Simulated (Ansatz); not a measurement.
**ZnSe3: density, localisation and related maps**

Input file:

```
crystal:
  lattice:
    - [4.320965691, 0.0, 0.0]
    - [0.0, 4.320965691, 0.0]
    - [0.0, 0.0, 4.320965691]
  atoms:
    - { symbol: Zn, position: [0.0, 0.0, 0.0] }
    - { symbol: Se, position: [0.5, 0.0, 0.5] }
    - { symbol: Se, position: [0.0, 0.5, 0.5] }
    - { symbol: Se, position: [0.5, 0.5, 0.0] }
basis:
  ecutwfc: 420
kpoints:
  mp_grid: { grid: [12, 12, 12] }
hamiltonian:
  xc: pbe
scf:
  occupations: { method: gaussian, width: 0.1 }
output:
  forces: true
  stress: true
  eigenvalues: true
  write_density: true
  write_potential: true
  elf: true
  volumetric_format: npy
relax:
  adjacent_minimum: "off"
  f_tol: 0.01
  max_steps: 80
  cell: { stress_tol: 0.05 }
```

Launched as:

```sh
ansatz run input.yaml --threads 1 --pin off --max-ram 2560MiB --backend cpu --events-out ev --progress --plain --runs-dir out
```

Below, planes, directions and counts refer to the conventional cell (a = 4.33 Å, b = 4.33 Å, c = 4.33 Å, α = 90.00°, β = 90.00°, γ = 90.00°).

The fields are those of the run's last geometry, not of the input's.

Space group Pm-3m; a structure generated by program, which may or may not match a known phase.

Computed with DFT PBE, scalar-relativistic, plane waves, PAW (Ansatz 0.2.0).

Core electrons are frozen (PAW), and the valence fields are smoothed inside the atomic spheres.

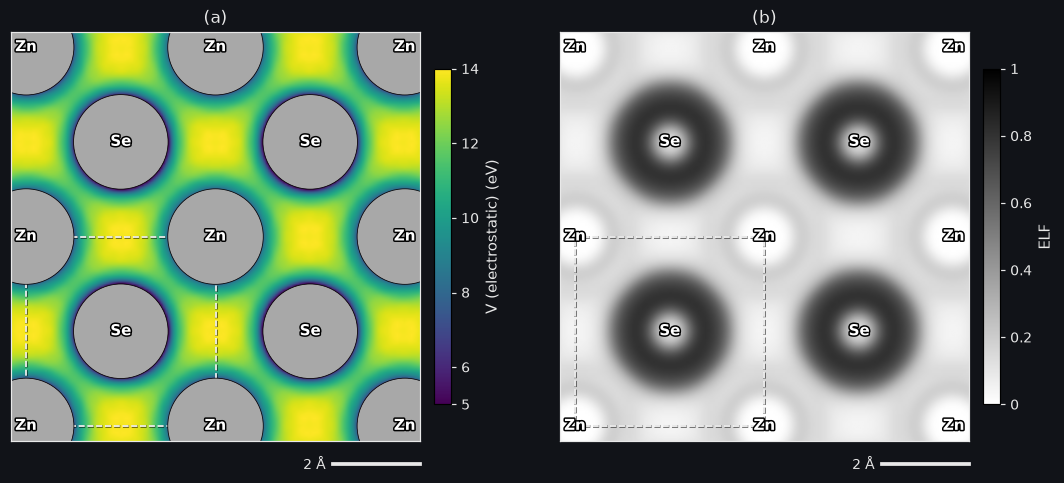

Figure 1. (a) electrostatic potential (local pseudopotential plus Hartree) felt by an electron; (b) electron localisation function on the (010) plane of the conventional cell. Grey discs cover the atomic cores in the potential map.

Q: Read the bonding off the picture.

A:
- Atoms in the plane: Zn and Se.
- Zn–Se (3.06 Å): the ELF is about 0.25 at the midpoint and 0.15 at its lowest between the atoms.
- Outside the cores the potential energy rises away from the atoms and is highest about 2.0 Å from the nearest atoms; its zero is arbitrary.

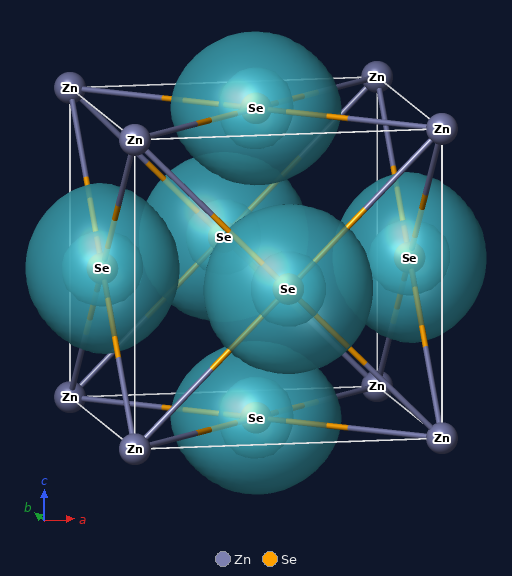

Figure 2. Isosurface of the ELF at 0.65 (cyan), seen at an oblique angle. Only the valence region is drawn (cores and ρ < 0.01 e/Å³ removed). Sticks mark near contacts.

Q: What do the ELF domains correspond to?

A: The ELF exceeds this value in three regions wrapped around Se (the valence shell of each), counted in one cell of 4 atoms. Regions shared between cells count once.

Q: Does the calculation give a band gap?

A: It is gapless in this calculation (a metal or semimetal).
